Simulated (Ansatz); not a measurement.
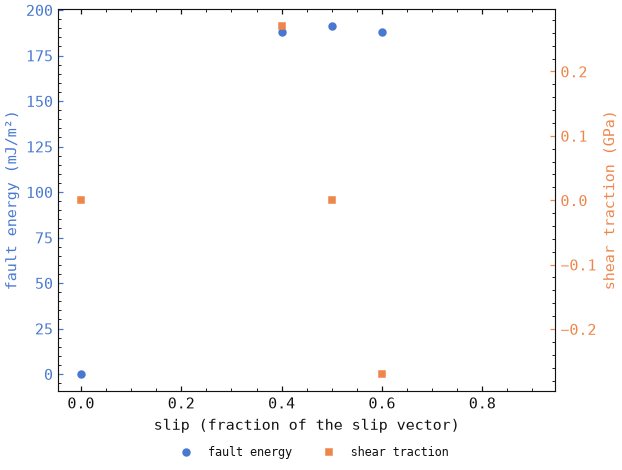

Plotted: fault energy and shear traction against slip for Ti, space group Fm-3m (No. 225).

Starting cell:
```xyz
6
Lattice="2.0300 -2.0300 0.0000 2.0300 0.0000 -2.0300 8.1200 8.1200 8.1200" Properties=species:S:1:pos:R:3 pbc="T T T"
Ti    3.3832   -0.6768   -0.6768
Ti    7.4432    7.4432    7.4432
Ti    3.3832    1.3532    1.3532
Ti    7.4432    3.3832    3.3832
Ti    3.3832    3.3832    3.3832
Ti    7.4432    5.4132    5.4132
```

How it was computed, with Ansatz 0.2.0: rigid slide of a crystal across a plane by tilting cell vector c, one fault a cell, unrelaxed, by plane-wave density functional theory with PAW datasets, free energies less that of the undisturbed cell; scalar-relativistic. Level: PBEsol, no spin polarisation.

```json
{"setting": "wave cutoff", "value": "420 eV"}
{"setting": "k mesh", "value": "19×19×4"}
{"setting": "occupations", "value": "Gaussian"}
{"setting": "smearing width", "value": "0.15 eV"}
{"setting": "k shift", "value": "(0, 0, 0) (mesh steps)"}
{"setting": "start", "value": "as given"}
{"setting": "height of the cut", "value": "0 (fraction of cell vector c)"}
{"setting": "slip vector", "value": "(1, 0) (multiples of cell vectors a and b)"}
```

The points at slip 0.6, 0.7, 0.8 and 0.9 follow from computed ones by symmetry.

The points at slip 0.1, 0.2, 0.3, 0.7, 0.8 and 0.9 are left out of the plot. What values does the calculation give there?

```tsv
slip (fraction of the slip vector)	fault energy (mJ/m²)	shear traction (GPa)
0.1	39.4	2.52
0.2	119.7	2.57
0.3	171.1	1.03
0.7	171.1	-1.03
0.8	119.7	-2.57
0.9	39.4	-2.52
```

Keep in mind: reference crystal is not relaxed.
